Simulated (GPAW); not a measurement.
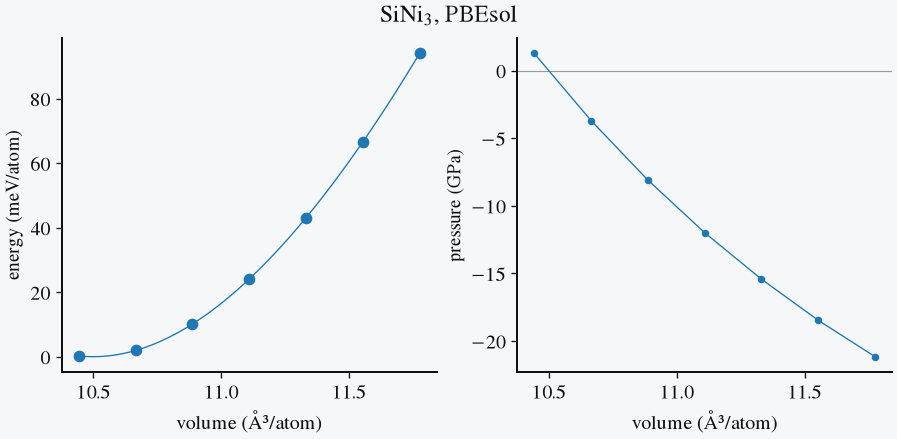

Computed with GPAW 26.7.0: PAW DFT in plane waves, on a grid or in atomic orbitals, collinear spins; energies at scaled volumes of the given cell, shape and fractions fixed, counted from the fit's minimum, third-order Birch-Murnaghan fit. Level: PBEsol, collinear spin.

```tsv
setting	value
k mesh	8×8×8
occupations	Fermi–Dirac
smearing width	0.05 eV
potentials	PAW data sets made by gpaw setup for the functional
wave cutoff	600 eV
program settings	basis pw
```

Cell as given: a = 3.542 Å, b = 3.542 Å, c = 3.542 Å, α = 90.00°, β = 90.00°, γ = 90.00°; 4 atoms.

Energy and pressure against volume for SiNi₃, space group Pm-3m (No. 221).

A third-order Birch–Murnaghan fit gives V0 = 10.50 Å³/atom, B0 = 242 GPa and B′ = 4.8. The energy rises from 0.23 meV/atom at volume 10.44 Å³/atom to 94.01 meV/atom at 11.78 Å³/atom. The pressure falls from 1.26 GPa at volume 10.44 Å³/atom to −21.16 GPa at 11.78 Å³/atom, and changes sign near 10.50 Å³/atom.

Limits of the calculation: nickel data set pressure off other codes.

Input of the run:
```
from ase import Atoms
from ase.eos import EquationOfState
from ase.io import Trajectory
from ase.units import GPa
from gpaw import GPAW, PW, setup_paths

setup_paths.insert(0, '.')

atoms = Atoms(['Ni', 'Ni', 'Ni', 'Si'],
              cell=[[3.542, 0.0, 0.0],
                    [0.0, 3.542, 0.0],
                    [0.0, 0.0, 3.542]],
              scaled_positions=[[0.5, 0.5, 0.0],
                                [0.5, 0.0, 0.5],
                                [0.0, 0.5, 0.5],
                                [0.0, 0.0, 0.0]],
              pbc=True)
atoms.set_initial_magnetic_moments([1.0, 1.0, 1.0, 0.0])

traj = Trajectory('eos.traj', 'w')
volumes, energies = [], []
for x in [0.94, 0.96, 0.98, 1.0, 1.02, 1.04, 1.06]:
    a = atoms.copy()
    a.set_cell(atoms.cell * x**(1 / 3), scale_atoms=True)
    calc = GPAW(mode=PW(600),
                xc='PBEsol',
                kpts={'size': (8, 8, 8), 'gamma': True},
                occupations={'name': 'fermi-dirac', 'width': 0.05},
                nbands=45,
                convergence={'density': 1e-05, 'energy': 1e-05},
                maxiter=150,
                txt=f'eos-{x:.2f}.txt')
    a.calc = calc
    energies.append(a.get_potential_energy(force_consistent=True))
    volumes.append(a.get_volume())
    p = -a.get_stress()[:3].mean() / GPa
    calc.write(f'eos-{x:.2f}.gpw')
    traj.write(a)
    print(f'{x:.2f} {volumes[-1]:10.4f} A^3 {energies[-1]:14.6f} eV {p:9.3f} GPa', flush=True)

v0, e0, B = EquationOfState(volumes, energies, eos='birchmurnaghan').fit()
print(f'V0 = {v0:.4f} A^3, E0 = {e0:.6f} eV, B0 = {B / GPa:.2f} GPa')
```

Run as:
```bash
gpaw-setup -f PBEsol Ni Si
OMP_NUM_THREADS=1 python run.py
```
